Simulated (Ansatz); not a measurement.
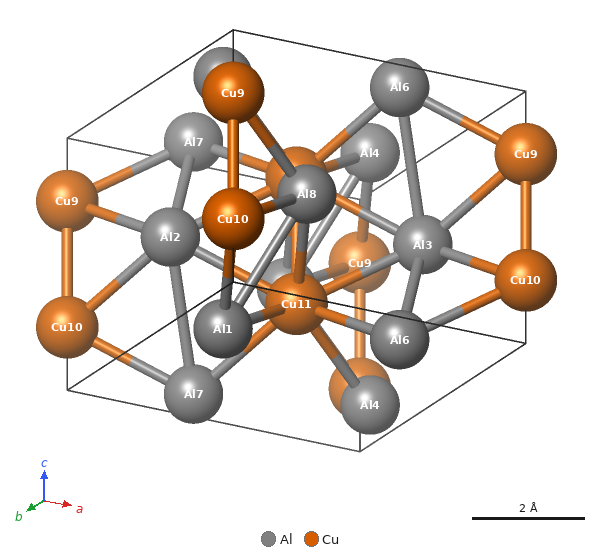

This is a crystal of Al₂Cu (set up in I4/mcm). The picture is a ball-and-stick view of the cell of the calculation, seen from a free direction.

Level of theory: Ansatz 0.2.0, DFT PBE, scalar-relativistic, plane waves, PAW. Settings: plane-wave cutoff 420 eV; k-point mesh 6 × 6 × 8; occupations gaussian; smearing width 0.1 eV; no spin polarisation.

Change: Shear of c along a, +4.0 %, is applied. The cell is then held and the atoms relaxed.

The input:
```yaml
crystal:
  lattice:
    - [6.0524867092, 0.0, 0.0]
    - [0.0, 6.0524867092, 0.0]
    - [0.1953154145, 0.0, 4.8828853613]
  atoms:
    - { symbol: Al, position: [0.158226829, 0.3417258556, 0.0029648366] }
    - { symbol: Al, position: [0.158226829, 0.6582741444, 0.5029648366] }
    - { symbol: Al, position: [0.841773171, 0.3417258556, 0.4970351634] }
    - { symbol: Al, position: [0.841773171, 0.6582741444, -0.0029648366] }
    - { symbol: Al, position: [0.658226829, 0.8417258556, 0.5029648366] }
    - { symbol: Al, position: [0.658226829, 0.1582741444, 0.0029648366] }
    - { symbol: Al, position: [0.341773171, 0.8417258556, -0.0029648366] }
    - { symbol: Al, position: [0.341773171, 0.1582741444, 0.4970351634] }
    - { symbol: Cu, position: [0.0, 0.0012371505, 0.75] }
    - { symbol: Cu, position: [0.0, -0.0012371505, 0.25] }
    - { symbol: Cu, position: [0.5, 0.5012371505, 0.25] }
    - { symbol: Cu, position: [0.5, 0.4987628495, 0.75] }
basis:
  ecutwfc: 420
kpoints:
  mp_grid: { grid: [6, 6, 8] }
hamiltonian:
  xc: pbe
scf:
  occupations: { method: gaussian, width: 0.1 }
output:
  forces: true
  stress: true
  eigenvalues: true
relax:
  adjacent_minimum: "off"
  f_tol: 0.008
  max_steps: 40
```

Command:
```bash
ansatz run input.yaml --threads 1 --pin off --max-ram 2560MiB --backend cpu --events-out ev --progress --plain --runs-dir out
```

Predict the response.

Answer. The energy rises by 3.9 meV per atom. Pressure: 0.1 GPa before, 0.1 GPa after. The principal stresses (compression positive) are 1.7 GPa along [1 0 −1], 0.4 GPa along b, −1.8 GPa along [1 0 2]. It is metallic before and after. The drawn cell changes at constant volume: a = b unchanged at 6.052 Å, c 4.883 → 4.887 Å (+0.1 %), β 90.0° → 87.7°. The largest moves relative to the cell, 0.020 Å, are those of 8 atoms (Al1, Al2, Al3, Al4 and others). Al6 goes roughly along +c. Largest moves by element: Al 0.020 Å, Cu 0.011 Å. Some distances before and after: Al–Cu 2.585 → 2.552 to 2.619 Å, Al–Al 2.899 → 2.901 to 2.908 Å, Al–Al 2.717 → 2.710 Å. The space group (tolerance 0.01 Å) goes from I4/mcm (No. 140) to C2/c (No. 15).

Drawn alike, the variant:

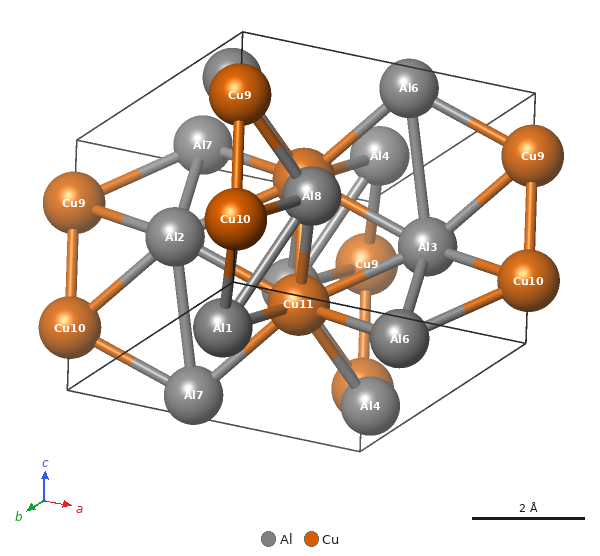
